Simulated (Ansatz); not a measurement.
**Pb: band-structure calculation**

Pb (P6₃/mmc, 2 atoms in the cell), computed with DFT PBEsol, scalar-relativistic, plane waves, PAW, no spin polarisation (Ansatz 0.2.0).

The structure derives from an entry of the Crystallography Open Database. Figures and captions count atoms from 1; the log counts them from 0 in places.

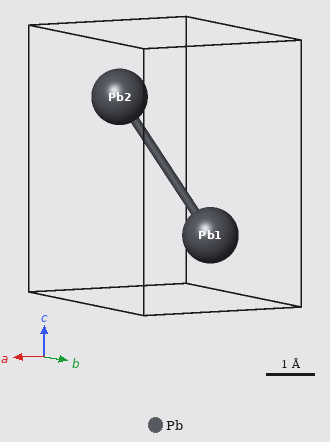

Figure 1. The input geometry (ball-and-stick view of the cell of the calculation, seen at an oblique angle; atoms are numbered from 1 in the order of the input). An atom can appear more than once, as a periodic image.

**Input**
```yaml
crystal:
  lattice:
    - [3.4558763763, 0.0, 0.0]
    - [-1.7279381881, 2.9928767342, 0.0]
    - [0.0, 0.0, 5.7813509628]
  atoms:
    - { symbol: Pb, position: [0.3333333333, 0.6666666667, 0.25] }
    - { symbol: Pb, position: [0.6666666667, 0.3333333333, 0.75] }
basis:
  ecutwfc: 420
kpoints:
  mp_grid: { grid: [12, 12, 8] }
  band_path:
    path:
      - [[0.0, 0.0, 0.0], [0.5, 0.0, 0.0], [0.33333333, 0.33333333, 0.0], [0.0, 0.0, 0.0], [0.0, 0.0, 0.5], [0.5, 0.0, 0.5], [0.33333333, 0.33333333, 0.5], [0.0, 0.0, 0.5]]
      - [[0.5, 0.0, 0.5], [0.5, 0.0, 0.0]]
      - [[0.33333333, 0.33333333, 0.5], [0.33333333, 0.33333333, 0.0]]
    npoints: 14
hamiltonian:
  xc: pbesol
scf:
  occupations: { method: gaussian, width: 0.1 }
  n_extra_bands: 6
output:
  forces: true
  stress: true
  eigenvalues: true
  populations: true
  dos: { projected: true, de: 0.02, nscf_kmesh: { grid: [18, 18, 12] } }
  bader: true
  write_density: true
  write_potential: true
  elf: true
  volumetric_format: npy
```

Hardware: 1 thread of AMD EPYC (Zen 3), 192 GiB of memory available, shared host.

Run as:
```bash
ansatz run input.yaml --threads 1 --pin off --max-ram 2560MiB --backend cpu --events-out ev --progress --plain --runs-dir out
```

**Output**
```
scf.n_extra_bands = 6 over 14 filled bands (N_el = 28.0): the run solves 20 bands
Engine: ansatz 0.2.0, x86_64-unknown-linux-gnu
Pseudopotentials: kind: paw
Pseudopotential: Pb, paw, valence charge 14, recommended cutoff 420 eV (normal), Pb.paw.azcp
Functional definition: PBEsol
  exchange = pbesol_x
  correlation = pbesol_c
Crystal: 2 atoms, lattice volume = 59.797 Å³
Basis set: ecut = 420 eV, 1141 PW (Γ), exchange–correlation on 48×48×80 points (8 copies of the dense FFT grid, shifted against one another)
Bands: 20, of which v1, the nominal top of the filled ones, is band 14 counted from 1 (13 counted from 0)
Symmetry: 24 space group operations
Space group: P63/mmc (ITA 194), of the structure as read, at distance tolerance 3.9e-5 Å
k-points: 95 of 1152
Non-local potential: Pb, projectors of the file, l = 0: 2, l = 1: 2, l = 2: 2, l = 3: 2
PAW form: soft (Blöchl's): semilocal exchange-correlation on the pseudo side does not see the compensation charge
PAW frozen core: Pb, regenerated for the run's functional, and the local potential with it (the file was generated under x = pbe(κ = 0.804, μ = 0.2195149727645171), c = pbe(β = 0.06672455060314922))
PAW one-centre angular grid: Pb, 590 points (default); XC on 64 Gauss nodes
Initial density: superposition of atomic densities (neutral atoms: chi_scale 0, normalization atom), corrected by the library's trained network
Initial wavefunctions: pseudopotential atomic-orbital guess
Functional: x = pbesol(κ = 0.804, μ = 0.12345679012345678), c = pbesol(β = 0.046)
SCF iter   1: F=—  HF=-23509.866256 eV  |F-HF|=—  |Δ(HF+E_count)|=         —  Δρ=1.92e-3  dr2=1.91e-3  ethr=1.77e-3  ⟨swp⟩=6.5  Hψ=9769  notcnv=0  defer=1
preconditioner: auto → Kerker (q_TF=auto, 2.404 Å⁻¹)  [metal: Δε(μ)=0.067 eV  Ē_g=18.440 eV  σ=0.100 eV  W_gap=0.36  n_scr=22 (ndim 8)  ℏωp=25.4 eV  f_vac=0.000  D(μ)=1.35/eV (n_scr^D=2)]
SCF iter   2: F=—  HF=-23509.863923 eV  |F-HF|=—  |Δ(HF+E_count)|=   2.33e-3  Δρ=1.24e-3  dr2=8.49e-4  ethr=6.84e-6  ⟨swp⟩=2.5  Hψ=3791  notcnv=0  defer=2
SCF iter   3: F=—  HF=-23509.863666 eV  |F-HF|=—  |Δ(HF+E_count)|=   2.58e-4  Δρ=6.52e-4  dr2=1.56e-4  ethr=3.03e-6  ⟨swp⟩=2.0  Hψ=3086  notcnv=0  defer=2
SCF iter   4: F=—  HF=-23509.863594 eV  |F-HF|=—  |Δ(HF+E_count)|=   7.21e-5  Δρ=6.36e-5  dr2=2.97e-6  ethr=5.56e-7  ⟨swp⟩=2.0  Hψ=3003  notcnv=0  defer=2
SCF iter   5: F=—  HF=-23509.863590 eV  |F-HF|=—  |Δ(HF+E_count)|=   4.19e-6  Δρ=6.77e-5  dr2=2.63e-6  ethr=1.06e-8  ⟨swp⟩=1.5  Hψ=1854  notcnv=0  defer=2
SCF iter   6: F=—  HF=-23509.863589 eV  |F-HF|=—  |Δ(HF+E_count)|=   8.56e-7  Δρ=3.00e-5  dr2=4.61e-7  ethr=9.38e-9  ⟨swp⟩=2.7  Hψ=3092  notcnv=0  defer=2
SCF iter   7: F=-23509.863588 eV  HF=-23509.863588 eV  |F-HF|=1.35e-8  |Δ(HF+E_count)|=   2.29e-7  Δρ=5.42e-6  dr2=1.40e-8  ethr=3.57e-10  ⟨swp⟩=12.6  Hψ=15115  notcnv=0
SCF 1 converged in 7 iterations: F = -23509.863588 eV  dr2 = 1.40e-8
  greatest PAW one-centre occupation: 0.978 electrons in one spin orbital (limit 2), on the Pb atom at site 1 (counted from 0), in its partial waves of l = 2
```

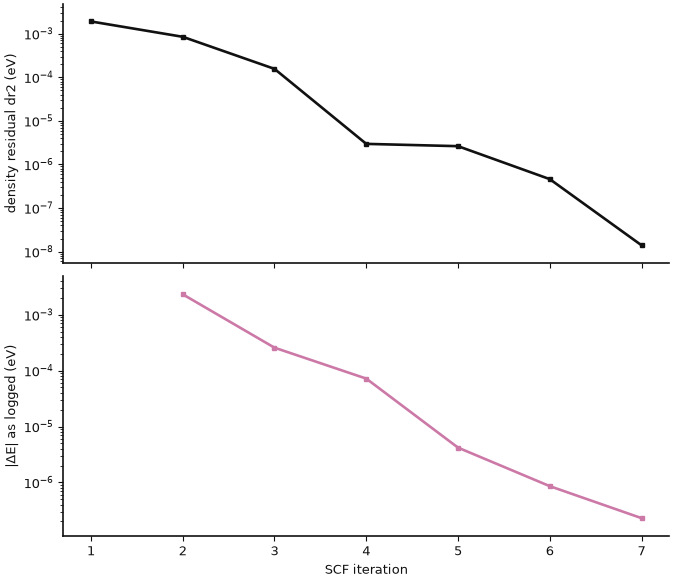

Figure 2. Convergence of the self-consistent field: density residual dr2 and size of the energy change against the SCF iteration. The residual falls at every step.

```
NSCF: frozen V_eff on 129 k-points
NSCF: frozen V_eff on 259 k-points
SCF converged after 7 iterations
Free energy (F): -23509.863588 eV
Harris-Foulkes:  -23509.863588 eV  (|F-HF|=1.35e-8)
Internal energy: -23509.856812 eV  (E = F + TS)
E sigma→0 (E₀):  -23509.860200 eV
Entropy (-TS):   -0.006777 eV (-3.388 meV/atom)
Fermi energy:    10.938723 eV
--- Per-component energies (eV) ---
  E_band       = -71.701597
  E_kinetic    = 578.640247
  E_local      = -2015.362634  (includes V_loc(G=0)·N_el)
  E_nonlocal   = 703.303789
  E_hartree    = 799.260488
  E_xc         = -438.325324
  E_vxc        = -265.903213  (∫ρ·V_xc dr)
  E_paw        = -20511.366743  (= ΣΔE_a)
  E_vpaw       = -670.907312  (= ΣTr[D̂ρ^β])
  E_aug_tail   = 0.000091  (compensation charges beyond the density's cutoff)
  E_ewald      = -2626.130958
  E_core_change = 0.124233  (= ΣΔE_core)
  E_smearing   = -0.006777  (= −TS)
  E_closure    = -0.000000  (closes the sum)
  Σ components = -23509.863588   (vs F -23509.863588, Δ=0.00e0)
--- Forces (eV/Å), atoms counted from 1 ---
  atom   1  Pb    -0.00000000    -0.00000000     0.00000000
  atom   2  Pb     0.00000000     0.00000000     0.00000000
  max |Σ_I F_I| component: 9.25e-18 eV/Å
--- Stress (GPa, compression-positive) ---
       -0.002718       0.000000       0.000000
        0.000000      -0.002718       0.000000
        0.000000       0.000000       0.001718
  P = ⅓ Tr σ = -0.0012 GPa (-0.012 kbar)
--- Band table (eV; the first three rows and the last of 95) ---
  k-point 0: bands = ["-6.0630", "-6.0418", "-6.0081", "-6.0081", "-5.9879", "-5.9879", "-5.9120", "-5.9120", "-5.7555", "-5.7555", "-0.8661", "2.6439", "6.6523", "16.9118", "16.9118", "18.1794", "18.6432", "18.6432", "20.0986", "20.2438"]
  k-point 1: bands = ["-6.0612", "-6.0416", "-6.0121", "-6.0121", "-5.9909", "-5.9909", "-5.9014", "-5.9014", "-5.7593", "-5.7593", "-0.7925", "2.3284", "7.1252", "16.9700", "16.9700", "17.1589", "18.5732", "18.5732", "20.1259", "20.2834"]
  k-point 2: bands = ["-6.0567", "-6.0414", "-6.0184", "-6.0184", "-5.9987", "-5.9987", "-5.8759", "-5.8759", "-5.7706", "-5.7706", "-0.5715", "1.6562", "8.2682", "15.2895", "17.1392", "17.1392", "18.3724", "18.3724", "20.2060", "20.3769"]
  k-point 94: bands = ["-6.0504", "-6.0504", "-5.9438", "-5.9438", "-5.8819", "-5.8819", "-5.8743", "-5.8743", "-5.7482", "-5.7482", "4.0403", "4.0403", "8.5057", "8.5057", "9.4494", "9.4494", "15.7539", "15.7539", "19.7213", "19.7213"]
--- Löwdin populations: 2 sites ---
  site symbol       q [e]
     0     Pb     13.9602
     1     Pb     13.9602
  spilling = 0.002846 (of n_electrons = 28.000000)
--- Bader charges: 2 sites ---
  site symbol  charge [e]  shift [e]
     0     Pb      0.0000     0.0000
     1     Pb      0.0000     0.0000
  estimated error of the sums over rays = 1.3e-5 e
```

**File bader_charges.tsv**
```
# site	symbol	x_ang	y_ang	z_ang	partial_charge_e	electrons	volume_ang3	relative_density_drop	shared_charge_e	partial_wave_shift_e
# quadrature_error_electrons = 1.3e-5
0	Pb	0.0000	1.9953	1.4453	0.00000	82.00000	29.90	-	0.00000	0.00000
1	Pb	1.7279	0.9976	4.3360	0.00000	82.00000	29.90	-	0.00000	0.00000
```

**File populations.tsv**
```
# site	symbol	l	j	q
# orbitals = lowdin
# n_electrons = 28.000000
# spilling = 0.002846
0	Pb	0_6S	-	1.817390
0	Pb	1_6P	-	2.153822
0	Pb	2_5D	-	9.988939
1	Pb	0_6S	-	1.817390
1	Pb	1_6P	-	2.153822
1	Pb	2_5D	-	9.988939
```

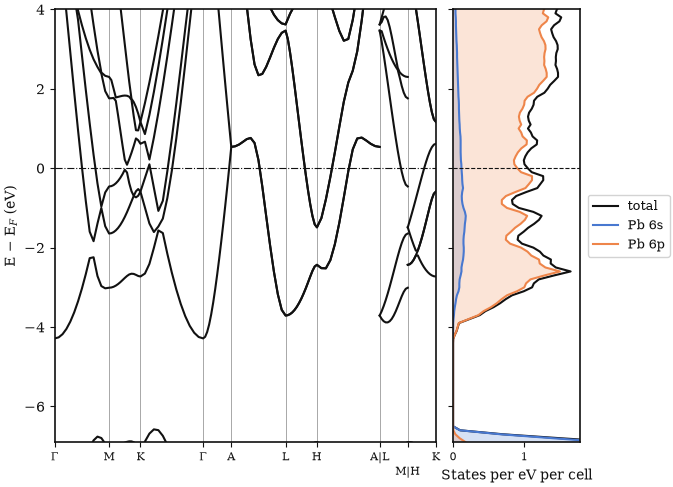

Figure 3. Band structure along Γ–M–K–Γ–A–L–H–A|L–M|H–K and density of states (projected on Löwdin-orthogonalised atomic shells), with energies from the Fermi level. Bands cross the Fermi level: a metal at this level of theory.

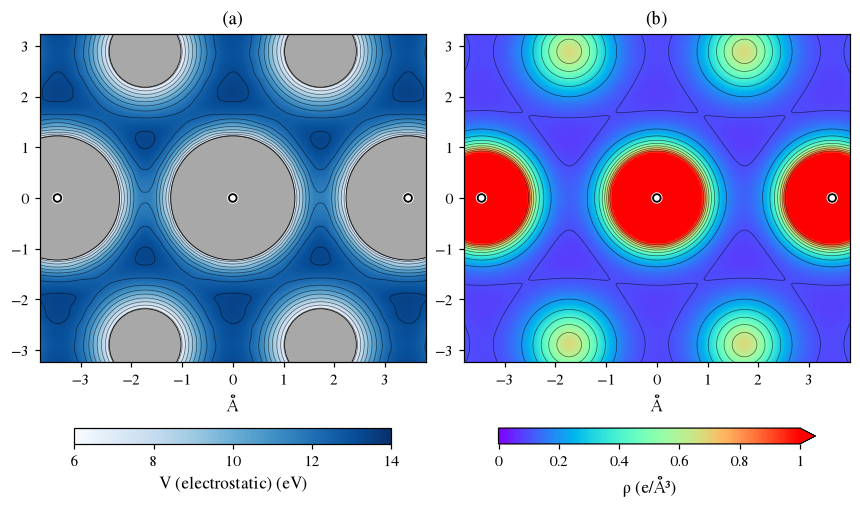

Figure 4. (a) electrostatic potential energy of an electron; (b) valence electron density on the (100) plane of the conventional cell. Circles mark the nuclei in the plane (Pb). Grey discs, where drawn, cover atomic cores. Pb–Pb (3.46 Å): ρ is about 0.13 e/Å³ halfway. Away from the nuclei the density in this plane falls to 0.08 e/Å³ at its lowest. Outside the cores the potential energy rises away from the atoms and is highest about 2.1 Å from the nearest atoms; outside the discs it spans about 7 eV, and its zero is arbitrary. The fields are those of the smooth PAW valence density.

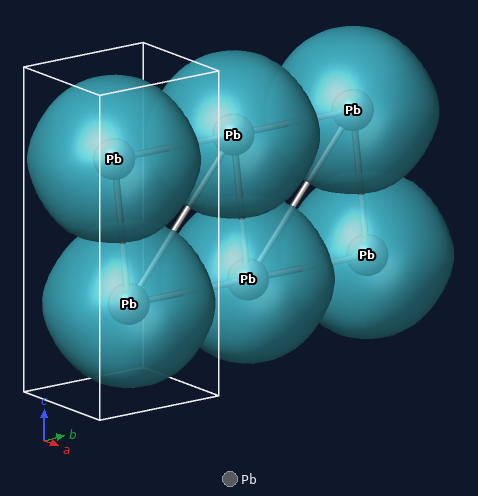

Figure 5. Isosurface of the valence electron density at 0.15 e/Å³ (cyan), seen slightly off an axis. Sticks mark near contacts. The outline is the cell set on symmetry axes. At this value the density breaks into separate islands; it holds about 90 % of the electrons treated as valence (semicore included). It is pinched off along the Pb–Pb (3.46 Å) and Pb–Pb (3.51 Å) contacts. On the grid the lowest density along these lines, outside the cores, is 0.13 e/Å³ (Pb–Pb, 3.46 Å) and 0.12 e/Å³ (Pb–Pb, 3.51 Å).

**Key numbers**

| quantity | value |
| --- | --- |
| outcome | converged |
| space group (tolerance 0.01 Å) | P6₃/mmc (194) |
| electrons treated | 28 |
| free energy | −23509.8636 eV |
| Fermi energy | 10.939 eV |
| gap on the k-point mesh | none (metallic) |
| pressure | 0.00 GPa |
| largest force (length of the vector) | under 0.001 eV/Å |
| wall time | 31 s |
| peak memory | 0.48 GiB |

**Remarks**

Spin–orbit coupling is left out, which matters for Pb.
